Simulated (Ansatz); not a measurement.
Geometry relaxation, with input and output: Ca (part 2 of 2)

Ca (2 atoms in the cell); DFT, LDA, PAW with Ansatz's default frozen-core files, scalar-relativistic, no spin polarisation (Ansatz 0.2.0); cutoff 420 eV, 16×16×9 k-mesh, Fermi–Dirac smearing of 0.08 eV. The structure was built on a prototype by a generator; it need not be a known phase. Its volume is 0.41 times that of the source entry. It belongs to a series of runs on one base structure; here: hcp relaxed under pressure, PAW files.

Geometry of the input (Å; fractional positions):
```
2.8164  0.0000  0.0000
-1.4082  2.4391  0.0000
0.0000  0.0000  4.5626
Ca 0.3333  0.6667  0.2500
Ca 0.6667  0.3333  0.7500
```

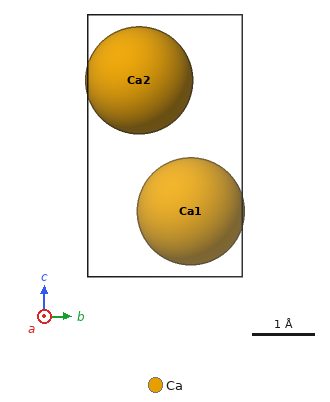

The geometry at step 3 of the log (spheres-only view of the cell of the calculation, along the a axis; atoms are numbered from 1 in the order of the input).

The program's output, continued:
```
SCF iter   1: F=—  HF=-3540.253412 eV  |F-HF|=—  |Δ(HF+E_count)|=         —  Δρ=2.45e-4  dr2=1.42e-5  ethr=8.34e-8  ⟨swp⟩=2.2  Hψ=14757  notcnv=0
preconditioner: auto → none  [metal: Δε(μ)=0.009 eV  Ē_g=18.455 eV  σ=0.080 eV  W_gap=0.03  n_scr=8 (ndim 8)  ℏωp=27.2 eV  f_vac=0.000  D(μ)=0.96/eV (n_scr^D=2)]
SCF iter   2: F=—  HF=-3540.253407 eV  |F-HF|=—  |Δ(HF+E_count)|=   4.83e-6  Δρ=6.28e-5  dr2=5.37e-7  ethr=7.08e-8  ⟨swp⟩=2.0  Hψ=3431  notcnv=0
SCF iter   3: F=-3540.253407 eV  HF=-3540.253407 eV  |F-HF|=7.38e-9  |Δ(HF+E_count)|=   3.37e-8  Δρ=2.27e-5  dr2=5.48e-8  ethr=1.00e-9  ⟨swp⟩=7.9  Hψ=13016  notcnv=0
SCF 6 converged in 3 iterations: F = -3540.253407 eV  dr2 = 5.48e-8
relax step   6: F+E_penalty+E_count = -3540.25340665 eV  Δ(F+E_penalty+E_count) = +3.196e-2 eV  max|allowed force component| = 6.476e-17 eV/Å  Δτ_max = 0.0000 Å  P = +55.015 GPa  Ω = 29.916 Å³  energy of the carried Pulay correction = +1.025e-4 eV  (3 SCF iters, dr2 threshold 2.00e-7 eV, accepted)
Initial wavefunctions: pseudopotential atomic-orbital guess (no wavefunctions were taken with the density)
iter 1 solved again at ethr=6.80e-8 eV; its pass at ethr=3.10e-3 eV (dr2=1.36e-5 eV) is discarded
SCF iter   1: F=—  HF=-3540.253465 eV  |F-HF|=—  |Δ(HF+E_count)|=         —  Δρ=6.46e-5  dr2=1.69e-7  ethr=6.80e-8  ⟨swp⟩=3.3  Hψ=19097  notcnv=0
preconditioner: auto → none  [metal: Δε(μ)=0.009 eV  Ē_g=18.456 eV  σ=0.080 eV  W_gap=0.03  n_scr=8 (ndim 8)  ℏωp=27.2 eV  f_vac=0.000  D(μ)=0.96/eV (n_scr^D=2)]
SCF iter   2: F=—  HF=-3540.253466 eV  |F-HF|=—  |Δ(HF+E_count)|=   4.42e-7  Δρ=3.16e-5  dr2=3.96e-8  ethr=8.43e-10  ⟨swp⟩=1.4  Hψ=2372  notcnv=0
SCF iter   3: F=—  HF=-3540.253466 eV  |F-HF|=—  |Δ(HF+E_count)|=   3.17e-8  Δρ=1.01e-6  dr2=7.52e-11  ethr=1.98e-10  ⟨swp⟩=2.0  Hψ=3181  notcnv=0
SCF iter   4: F=-3540.253466 eV  HF=-3540.253466 eV  |F-HF|=7.73e-12  |Δ(HF+E_count)|=  3.91e-11  Δρ=1.71e-7  dr2=6.26e-12  ethr=1.00e-12  ⟨swp⟩=5.4  Hψ=9050  notcnv=0
SCF 7 converged in 4 iterations: F = -3540.253466 eV  dr2 = 6.26e-12
relax step   7: F+E_penalty+E_count = -3540.25346560 eV  Δ(F+E_penalty+E_count) = -5.895e-5 eV  max|allowed force component| = 1.110e-16 eV/Å  Δτ_max = 0.0000 Å  P = +55.023 GPa  Ω = 29.916 Å³  stress off target by 4.17e-2 GPa  SCF on the basis re-selected at this cell (its energy is not comparable with the rows above)  (4 SCF iters)
basis re-selected at this cell: Δ(F+E_penalty+E_count) = -5.895e-5 eV, ΔP = +0.008 GPa vs the last step (what re-selecting the basis moved, of the pressure what is left beyond the Pulay correction that the steps carried, after the strain that the cell walked since its last selection, with what the two solves' SCF thresholds leave and, on support functions, any second-order correction that the steps lacked; it is no measure of the basis error at this ecutwfc). The dense FFT grid was sized anew with the basis: this SCF ran on 20×20×30 points, the steps before it on 20×20×32, so part of this shift can come from that change (see relax.cell in the input reference). This SCF's stress stands 4.17e-2 GPa from its target on what of the cell is left free (relax.cell.stress_tol is 3.00e-2 GPa) and its largest allowed force component is 1.11e-16 eV/Å (relax.f_tol is 5.00e-3 eV/Å): not within both, so this SCF does not close the relaxation
Crystal: 2 atoms, lattice volume = 29.919 Å³
iter 1 solved again at ethr=2.28e-9 eV; its pass at ethr=3.10e-3 eV (dr2=4.57e-7 eV) is discarded
SCF iter   1: F=—  HF=-3540.254264 eV  |F-HF|=—  |Δ(HF+E_count)|=         —  Δρ=3.05e-5  dr2=1.94e-7  ethr=2.28e-9  ⟨swp⟩=3.3  Hψ=15958  notcnv=0
SCF iter   2: F=—  HF=-3540.254264 eV  |F-HF|=—  |Δ(HF+E_count)|=   3.41e-8  Δρ=1.32e-5  dr2=2.37e-8  ethr=9.69e-10  ⟨swp⟩=1.5  Hψ=2187  notcnv=0
SCF iter   3: F=-3540.254264 eV  HF=-3540.254264 eV  |F-HF|=4.96e-11  |Δ(HF+E_count)|=  1.70e-10  Δρ=2.60e-6  dr2=7.72e-10  ethr=2.18e-11  ⟨swp⟩=6.2  Hψ=10174  notcnv=0
SCF 8 converged in 3 iterations: F = -3540.254264 eV  dr2 = 7.72e-10
relax step   8: F+E_penalty+E_count = -3540.25426386 eV  Δ(F+E_penalty+E_count) = -7.983e-4 eV  max|allowed force component| = 1.249e-16 eV/Å  Δτ_max = 0.0000 Å  P = +55.001 GPa  Ω = 29.919 Å³  energy of the carried Pulay correction = -2.694e-7 eV  (3 SCF iters, dr2 threshold 4.36e-9 eV, accepted)
iter 1 solved again at ethr=6.88e-8 eV; its pass at ethr=3.10e-3 eV (dr2=1.38e-5 eV) is discarded
SCF iter   1: F=—  HF=-3540.254264 eV  |F-HF|=—  |Δ(HF+E_count)|=         —  Δρ=2.56e-6  dr2=7.57e-10  ethr=6.88e-8  ⟨swp⟩=3.2  Hψ=19092  notcnv=0
eigensolver tolerance schedule: the retry pair's looser diagonalisation over-reported the residual by 18168.41 of it (diagonalisation noise at 0.68 of the residual, at the tolerance the schedule requests for it); recorded, not acted on — ethr = c·dr2/N_el stays at c = 1.0e-1
SCF iter   2: F=—  HF=-3540.254264 eV  |F-HF|=—  |Δ(HF+E_count)|=   1.03e-8  Δρ=1.25e-6  dr2=1.69e-10  ethr=3.79e-12  ⟨swp⟩=2.8  Hψ=4144  notcnv=0
SCF iter   3: F=—  HF=-3540.254264 eV  |F-HF|=—  |Δ(HF+E_count)|=  4.77e-11  Δρ=2.25e-7  dr2=8.10e-12  ethr=1.00e-12  ⟨swp⟩=1.0  Hψ=2100  notcnv=0
SCF iter   4: F=-3540.254264 eV  HF=-3540.254264 eV  |F-HF|=1.82e-12  |Δ(HF+E_count)|=  1.36e-12  Δρ=3.28e-8  dr2=1.19e-13  ethr=1.00e-12  ⟨swp⟩=5.2  Hψ=8202  notcnv=0
SCF 9 converged in 4 iterations: F = -3540.254264 eV  dr2 = 1.19e-13
relax step   9: F+E_penalty+E_count = -3540.25426431 eV  Δ(F+E_penalty+E_count) = -4.422e-7 eV  max|allowed force component| = 1.619e-16 eV/Å  Δτ_max = 0.0000 Å  P = +55.000 GPa  Ω = 29.919 Å³  stress off target by 2.54e-3 GPa  SCF on the basis re-selected at this cell (its energy is not comparable with the rows above)  (4 SCF iters)
basis re-selected at this cell: Δ(F+E_penalty+E_count) = -4.422e-7 eV, ΔP = -0.000 GPa vs the last step (what re-selecting the basis moved, of the pressure what is left beyond the Pulay correction that the steps carried, after the strain that the cell walked since its last selection, with what the two solves' SCF thresholds leave and, on support functions, any second-order correction that the steps lacked; it is no measure of the basis error at this ecutwfc). This SCF's stress stands 2.54e-3 GPa from its target on what of the cell is left free (relax.cell.stress_tol is 3.00e-2 GPa) and its largest allowed force component is 1.62e-16 eV/Å (relax.f_tol is 5.00e-3 eV/Å): within both
SCF converged after 4 iterations
Free energy (F): -3540.254264 eV
Harris-Foulkes:  -3540.254264 eV  (|F-HF|=1.82e-12)
Internal energy: -3540.232701 eV  (E = F + TS)
E sigma→0 (E₀):  -3540.243483 eV
Entropy (-TS):   -0.021564 eV (-10.782 meV/atom)
Fermi energy:    16.137757 eV
--- Per-component energies (eV) ---
  E_band       = -97.641733
  E_kinetic    = 585.871414
  E_local      = -999.974619  (includes V_loc(G=0)·N_el)
  E_nonlocal   = 139.565471
  E_hartree    = 332.012247
  E_xc         = -280.299974
  E_vxc        = -352.979199  (∫ρ·V_xc dr)
  E_paw        = -1634.317117  (= ΣΔE_a)
  E_vpaw       = -134.149279  (= ΣTr[D̂ρ^β])
  E_aug_tail   = -0.000011  (compensation charges beyond the density's cutoff)
  E_ewald      = -1683.656442
  E_core_change = 0.566332  (= ΣΔE_core)
  E_smearing   = -0.021564  (= −TS)
  E_closure    = 0.000000  (closes the sum)
  Σ components = -3540.254264   (vs F -3540.254264, Δ=0.00e0)
--- Forces (eV/Å), atoms counted from 1 ---
  atom   1  Ca     0.00000000    -0.00000000     0.00000000
  atom   2  Ca    -0.00000000     0.00000000     0.00000000
  max |Σ_I F_I| component: 3.70e-17 eV/Å
--- Stress (GPa, compression-positive) ---
       55.002004       0.000000       0.000000
        0.000000      55.002004       0.000000
        0.000000       0.000000      54.997463
  P = ⅓ Tr σ = 55.0005 GPa (550.005 kbar)
--- Band table (eV; the first three rows and the last of 150) ---
  k-point 0: bands = ["-24.5801", "-23.3367", "-7.3011", "-4.7122", "-4.7122", "-4.0444", "-4.0444", "-3.6516", "12.3247", "13.9337", "18.9159", "18.9159", "20.2201", "20.2201"]
  k-point 1: bands = ["-24.5466", "-23.3791", "-7.2010", "-4.6926", "-4.6926", "-4.0651", "-4.0651", "-3.7795", "12.4993", "14.0221", "18.7115", "18.7115", "20.1847", "20.1847"]
  k-point 2: bands = ["-24.4491", "-23.4991", "-6.9111", "-4.6361", "-4.6361", "-4.1378", "-4.1245", "-4.1245", "12.9820", "14.2571", "18.4385", "18.4385", "19.6770", "19.6770"]
  k-point 149: bands = ["-23.5743", "-23.5571", "-6.7330", "-6.7079", "-5.7528", "-5.4775", "-4.1177", "-4.0779", "16.1127", "16.3609", "16.9451", "17.0434", "18.6449", "18.7670"]
--- Relaxed structure (7 steps of the walk, 7 accepted, 2 SCFs on fresh bases) ---
  F+E_penalty+E_count = -3540.25426431 eV   max|allowed force component| = 1.619e-16 eV/Å   (the final SCF, on the basis selected at the relaxed cell)
  cell:  # Å, volume = 29.9185 Å³
    - [2.901651630390816, 2.6880992285861215e-36, 0.0]
    - [-1.450825815195408, 2.5129040248509815, 0.0]
    - [0.0, 0.0, 4.103165662267116]
  atoms:
    - { symbol: Ca, position: [0.33333333333333326, 0.6666666666666665, 0.24999999999999997] }
    - { symbol: Ca, position: [0.6666666666666665, 0.33333333333333326, 0.7499999999999998] }
```

File rho_z.tsv:
```
# z_ang	rho[e/angstrom^3]
# format = ansatz-planar-average/11
# lattice	2.901651630	0.000000000	0.000000000
# lattice	-1.450825815	2.512904025	0.000000000
# lattice	0.000000000	0.000000000	4.103165662
# sites	2
# site	20	-0.000000000	1.675269350	1.025791416
# site	20	1.450825815	0.837634675	3.077374247
0.000000	2.236539e-1
0.136772	2.483595e-1
0.273544	3.285905e-1
0.410317	4.735040e-1
0.547089	6.754981e-1
0.683861	8.979754e-1
0.820633	1.085947e0
0.957405	1.191914e0
1.094178	1.191914e0
1.230950	1.085947e0
1.367722	8.979754e-1
1.504494	6.754981e-1
1.641266	4.735040e-1
1.778038	3.285905e-1
1.914811	2.483595e-1
2.051583	2.236539e-1
2.188355	2.483595e-1
2.325127	3.285905e-1
2.461899	4.735040e-1
2.598672	6.754981e-1
2.735444	8.979754e-1
2.872216	1.085947e0
3.008988	1.191914e0
3.145760	1.191914e0
3.282533	1.085947e0
3.419305	8.979754e-1
3.556077	6.754981e-1
3.692849	4.735040e-1
3.829621	3.285905e-1
3.966393	2.483595e-1
```

File v_z.tsv:
```
# z_ang	v_es[eV]	v_tot[eV]
# format = ansatz-planar-average/11
# xc	lda
# density_cutoff_ev	1680
# datasets	Ca=:simpson_from_first_knot:soft:shift=-1046839
# lattice	2.901651630	0.000000000	0.000000000
# lattice	-1.450825815	2.512904025	0.000000000
# lattice	0.000000000	0.000000000	4.103165662
# sites	2
# site	20	-0.000000000	1.675269350	1.025791416
# site	20	1.450825815	0.837634675	3.077374247
0.000000	1.186703e1	1.896751e0
0.136772	1.138013e1	1.212422e0
0.273544	9.971937e0	-7.421502e-1
0.410317	7.777282e0	-3.714083e0
0.547089	5.089574e0	-7.262390e0
0.683861	2.394988e0	-1.075800e1
0.820633	2.322868e-1	-1.353777e1
0.957405	-9.664237e-1	-1.507248e1
1.094178	-9.664237e-1	-1.507248e1
1.230950	2.322868e-1	-1.353777e1
1.367722	2.394988e0	-1.075800e1
1.504494	5.089574e0	-7.262390e0
1.641266	7.777282e0	-3.714083e0
1.778038	9.971937e0	-7.421502e-1
1.914811	1.138013e1	1.212422e0
2.051583	1.186703e1	1.896751e0
2.188355	1.138013e1	1.212422e0
2.325127	9.971937e0	-7.421502e-1
2.461899	7.777282e0	-3.714083e0
2.598672	5.089574e0	-7.262390e0
2.735444	2.394988e0	-1.075800e1
2.872216	2.322868e-1	-1.353777e1
3.008988	-9.664237e-1	-1.507248e1
3.145760	-9.664237e-1	-1.507248e1
3.282533	2.322868e-1	-1.353777e1
3.419305	2.394988e0	-1.075800e1
3.556077	5.089574e0	-7.262390e0
3.692849	7.777282e0	-3.714083e0
3.829621	9.971937e0	-7.421502e-1
3.966393	1.138013e1	1.212422e0
```

Trajectory as extended XYZ (Å, eV, eV/Å), 9 frames, from step=1 to step=9:
```
2
Lattice="2.8164 0.0000 0.0000 -1.4082 2.4391 0.0000 0.0000 0.0000 4.5626" Properties=species:S:1:pos:R:3:forces:R:3 step=1 energy=-3540.68998 pressure_GPa=53.92
Ca    0.0000    1.6261    1.1407    0.0000   0.0000   0.0000
Ca    1.4082    0.8130    3.4220    0.0000   0.0000   0.0000
2
Lattice="2.8289 0.0000 0.0000 -1.4145 2.4499 0.0000 0.0000 0.0000 4.4650" Properties=species:S:1:pos:R:3:forces:R:3 step=2 energy=-3540.56858 pressure_GPa=54.54
Ca    0.0000    1.6333    1.1163    0.0000   0.0000   0.0000
Ca    1.4145    0.8166    3.3488    0.0000   0.0000   0.0000
2
Lattice="2.8948 0.0000 0.0000 -1.4474 2.5070 0.0000 0.0000 0.0000 4.2426" Properties=species:S:1:pos:R:3:forces:R:3 step=3 energy=-3540.54336 pressure_GPa=52.77
Ca    0.0000    1.6713    1.0606    0.0000   0.0000   0.0000
Ca    1.4474    0.8357    3.1819    0.0000   0.0000   0.0000
2
Lattice="2.8870 0.0000 0.0000 -1.4435 2.5003 0.0000 0.0000 0.0000 4.0199" Properties=species:S:1:pos:R:3:forces:R:3 step=4 energy=-3539.93613 pressure_GPa=58.05
Ca    0.0000    1.6668    1.0050    0.0000   0.0000   0.0000
Ca    1.4435    0.8334    3.0149    0.0000   0.0000   0.0000
2
Lattice="2.9061 0.0000 0.0000 -1.4530 2.5167 0.0000 0.0000 0.0000 4.1032" Properties=species:S:1:pos:R:3:forces:R:3 step=5 energy=-3540.28536 pressure_GPa=54.63
Ca    0.0000    1.6778    1.0258    0.0000   0.0000   0.0000
Ca    1.4530    0.8389    3.0774    0.0000   0.0000   0.0000
2
Lattice="2.9010 0.0000 0.0000 -1.4505 2.5123 0.0000 0.0000 0.0000 4.1048" Properties=species:S:1:pos:R:3:forces:R:3 step=6 energy=-3540.25341 pressure_GPa=55.01
Ca    0.0000    1.6749    1.0262    0.0000   0.0000   0.0000
Ca    1.4505    0.8374    3.0786    0.0000   0.0000   0.0000
2
Lattice="2.9010 0.0000 0.0000 -1.4505 2.5123 0.0000 0.0000 0.0000 4.1048" Properties=species:S:1:pos:R:3:forces:R:3 step=7 energy=-3540.25347 pressure_GPa=55.02
Ca    0.0000    1.6749    1.0262    0.0000   0.0000   0.0000
Ca    1.4505    0.8374    3.0786    0.0000   0.0000   0.0000
2
Lattice="2.9017 0.0000 0.0000 -1.4508 2.5129 0.0000 0.0000 0.0000 4.1032" Properties=species:S:1:pos:R:3:forces:R:3 step=8 energy=-3540.25426 pressure_GPa=55.00
Ca    0.0000    1.6753    1.0258    0.0000   0.0000   0.0000
Ca    1.4508    0.8376    3.0774    0.0000   0.0000   0.0000
2
Lattice="2.9017 0.0000 0.0000 -1.4508 2.5129 0.0000 0.0000 0.0000 4.1032" Properties=species:S:1:pos:R:3:forces:R:3 step=9 energy=-3540.25426 pressure_GPa=55.00
Ca    0.0000    1.6753    1.0258    0.0000   0.0000   0.0000
Ca    1.4508    0.8376    3.0774    0.0000   0.0000   0.0000
```

Summary:

```csv
quantity,value
outcome,converged
space group (tolerance 0.01 Å),P6₃/mmc (194)
electrons treated,20
free energy,−3540.2543 eV
Fermi energy,16.138 eV
pressure,55.00 GPa
final volume,29.92 Å³
largest force (length of the vector) at the end,under 0.001 eV/Å
final cell,"a = 2.902 Å, b = 2.902 Å, c = 4.103 Å, α = 90.00°, β = 90.00°, γ = 120.00°"
hardware,"1 thread of Arm Neoverse V1, 24 GiB of memory available, shared host"
wall time,35 s
peak memory,0.33 GiB
```

Notes:

The cell was relaxed to the target pressure of the input; what is minimised is then the enthalpy E + pV.
